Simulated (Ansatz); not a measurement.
Consider AlNi.

The calculation's input:

```
crystal:
  lattice:
    - [2.0213280871, -2.0213497883, 0.0]
    - [2.0213280871, 2.0213497883, 0.0]
    - [0.0, 0.0, 2.8694088109]
  atoms:
    - { symbol: Al, position: [0.0, -0.0349820986, 0.0] }
    - { symbol: Ni, position: [0.5, 0.5160813795, 0.5] }
basis:
  ecutwfc: 420
kpoints:
  mp_grid: { grid: [20, 20, 20] }
hamiltonian:
  xc: pbesol
scf:
  occupations: { method: gaussian, width: 0.15 }
output:
  forces: true
  stress: true
  eigenvalues: true
  write_density: true
  write_potential: true
  elf: true
  volumetric_format: npy
```

Launched as:

```sh
ansatz run input.yaml --threads 2 --pin off --max-ram 5120MiB --backend cpu --events-out ev --progress --plain --runs-dir out
```

Below, planes, directions and counts refer to the standardised cell (a = 2.87 Å, b = 2.86 Å, c = 2.86 Å, α = 90.00°, β = 90.00°, γ = 90.00°).

Space group Pmm2; a structure from a database of computed crystals, not necessarily the ambient phase; not relaxed (largest force 0.9 eV/Å); computed without spin polarisation.

Method: Ansatz, DFT PBEsol, scalar-relativistic, plane waves, PAW.

**What will maps of the valence pseudo-density and electron localisation function show?**

Al–Ni (2.40 Å): ρ is about 0.35 e/Å³ halfway; the ELF is about 0.40 at the midpoint.
Al–Ni (2.57 Å): ρ at the midpoint is about 0.27 e/Å³; the ELF is about 0.40 at the midpoint.

**Does the calculation make it a metal, or give it a gap?**

It is gapless in this calculation (a metal or semimetal).

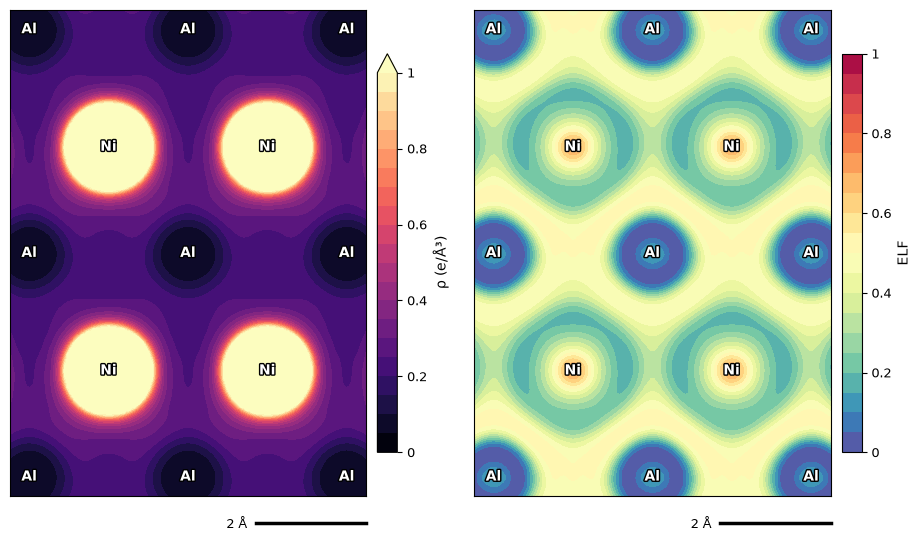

Computed valence pseudo-density and electron localisation function on the (011) plane of the standardised cell, in this order. 

Core electrons are frozen (PAW), and the valence fields are smoothed inside the atomic spheres.
